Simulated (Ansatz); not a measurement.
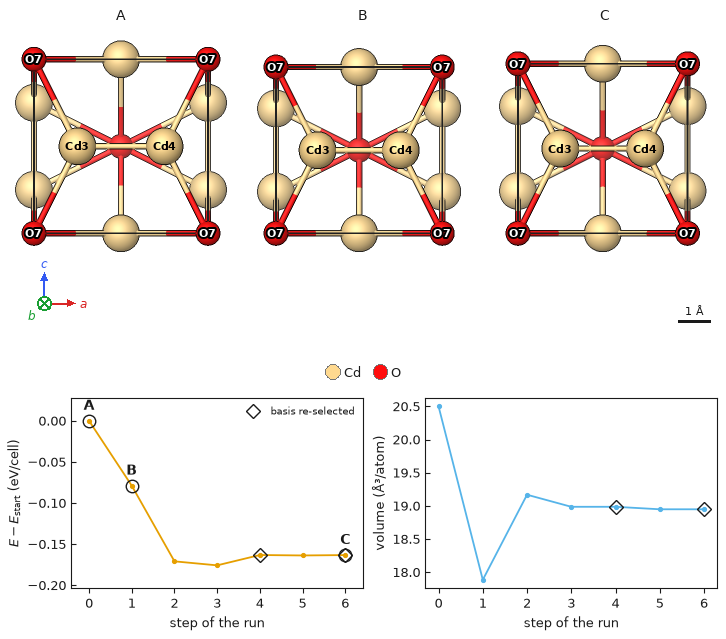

Frames of a relaxation of crystalline Cd3O (built on the A15_223 type), marked on the history of the run. The picture is a ball-and-stick view of the cell of the calculation, seen along the b axis.

Case: A15 type (Pm-3n, No. 223).

These are results of DFT PBE, scalar-relativistic, plane waves, PAW (Ansatz 0.2.0), not measurements.

Input
```yaml
crystal:
  lattice:
    - [5.4737182877, 0.0, 0.0]
    - [0.0, 5.4737182877, 0.0]
    - [0.0, 0.0, 5.4737182877]
  atoms:
    - { symbol: Cd, position: [0.0, 0.5, 0.25] }
    - { symbol: Cd, position: [0.0, 0.5, 0.75] }
    - { symbol: Cd, position: [0.25, 0.0, 0.5] }
    - { symbol: Cd, position: [0.75, 0.0, 0.5] }
    - { symbol: Cd, position: [0.5, 0.75, 0.0] }
    - { symbol: Cd, position: [0.5, 0.25, 0.0] }
    - { symbol: O, position: [0.0, 0.0, 0.0] }
    - { symbol: O, position: [0.5, 0.5, 0.5] }
basis:
  ecutwfc: 420
kpoints:
  mp_grid: { grid: [8, 8, 8] }
hamiltonian:
  xc: pbe
scf:
  occupations: { method: gaussian, width: 0.1 }
output:
  forces: true
  stress: true
  eigenvalues: true
relax:
  adjacent_minimum: "off"
  f_tol: 0.01
  max_steps: 80
  cell: { stress_tol: 0.05 }
```

Command:
```bash
ansatz run input.yaml --threads 1 --pin off --max-ram 2560MiB --backend cpu --events-out ev --progress --plain --runs-dir out
```

**Describe the path.**

The energy falls by 0.163 eV per cell of the calculation in 4 accepted moves (6 points after the start). All forces vanish by symmetry, so only the cell relaxes. The pressure goes from −3.87 to −0.01 GPa. The SCF was repeated twice at an unchanged geometry on a basis and grid sized afresh for the cell, which shifted the energy by 12.6 meV per cell of the calculation at most. No atom moves by more than 0.005 Å relative to the cell. Cell: a = b = c 5.474 → 5.332 Å (−2.6 %). Volume −7.6 %. Among the contacts that change: Cd1–O7 3.060 → 2.981 Å, Cd1–Cd2 2.737 → 2.666 Å. The space group stays Pm-3n (No. 223). The run took about 5 core-minutes on a shared host. From step 0 to 1: volume −12.8 %, energy −78.9 meV per cell of the calculation. From step 1 to 6: volume +5.9 %, energy −84.4 meV per cell of the calculation.

```csv
step,"E − E(0), meV/atom","pressure, GPa","volume, Å³/atom",note
0,0.00,-3.87,20.500,
1,-9.86,4.27,17.886,
2,-21.36,-0.59,19.169,
3,-21.97,-0.02,18.987,
4,-20.40,-0.13,18.987,"same geometry, new basis"
5,-20.46,0.00,18.949,
6,-20.41,-0.01,18.949,"same geometry, new basis"
```
